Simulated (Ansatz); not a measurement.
# PbF2: what the fields show

```
Pb F
1.0
    -2.96985    0.00000   -2.96985
    -2.96985    2.96985    0.00000
     0.00000    2.96985   -2.96985
Pb F
1 2
Direct
  0.00000 0.00000 0.00000
  0.25000 0.25000 0.25000
  0.73185 0.77239 0.75414
```

Space group P1; changed on purpose from its base cell (one atom moved); computed pressure about 2 GPa in this cell.

Theory: DFT PBE, scalar-relativistic, plane waves, PAW (Ansatz).

In a PAW calculation such maps are meaningful between the atoms, not at the nuclei.

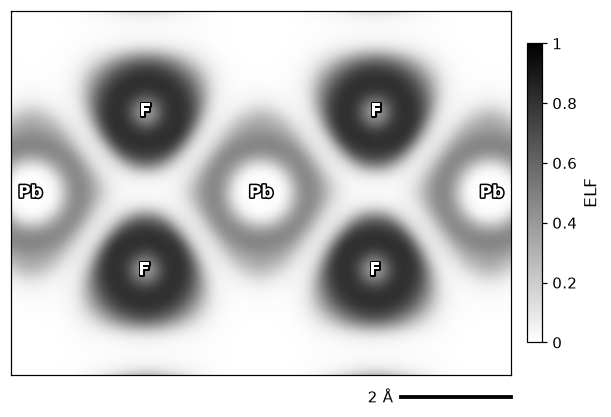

Figure 1. Electron localisation function on the (011̄) plane of the conventional cell.

Read the bonding off the picture.

Answer.
- The section cuts through Pb and F sites.
- Pb–F (2.51 Å): the ELF is about 0.15 at the midpoint; no shared electron pair shows on this line.
- Pb–F (2.57 Å): the ELF is about 0.15 at the midpoint: no localised pair shows between them.

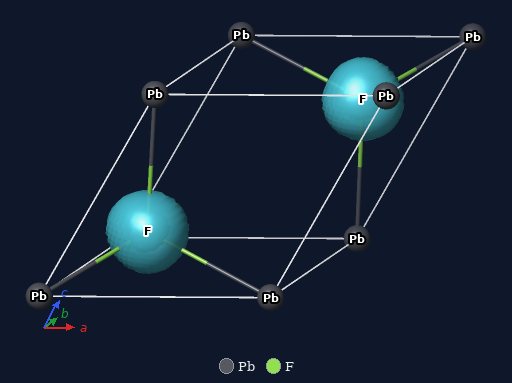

Figure 2. Isosurface of the electron localisation function at 0.75 (cyan), seen at an oblique angle. Only the valence region is drawn (cores and ρ < 0.01 e/Å³ removed). Sticks mark near contacts.

Describe the localisation domains.

Answer. The surface consists of two regions wrapped around F (the valence shell of each), counted in one cell of 3 atoms. Any copies at cell faces, edges or corners count once.

Does the calculation make it a metal, or give it a gap?

Answer. It is gapped, with a Kohn–Sham gap of 4.4 eV on the k-point mesh, an upper bound to the gap of this method.
